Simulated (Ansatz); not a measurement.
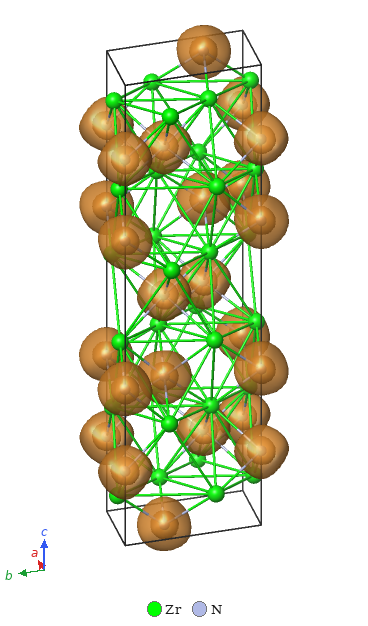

The picture shows: Zr₃N₂. Isosurface of the ELF at 0.7 (orange), seen at an oblique angle. Only the valence region is drawn (cores and ρ < 0.01 e/Å³ removed). Sticks mark near contacts.

Space group R-3c; a structure from a database of computed crystals, not necessarily the ambient phase; changed on purpose from its base cell (strain -0.050 along x and y, -0.050 along z, atoms carried along); not relaxed (largest force 0.7 eV/Å); computed pressure about 45 GPa in this cell.

Theory: DFT PBEsol, scalar-relativistic, plane waves, PAW in Ansatz.

In a PAW calculation such maps are meaningful between the atoms, not at the nuclei.

**Where are the electrons localised?**

At this value the surface marks out twelve regions wrapped around N (the valence shell of each), counted in one cell of 30 atoms. Regions shared between cells count once. Along the contacts the grid gives the following. Zr–N (2.13 Å): the ELF peaks at about 0.80 in the valence shell of N, 0.6 Å from its nucleus, and drops to about 0.20 between the two atoms: no shared electron pair shows on this line. Zr–Zr (2.99 Å): the ELF is about 0.15 at the midpoint (no localised pair shows between them).
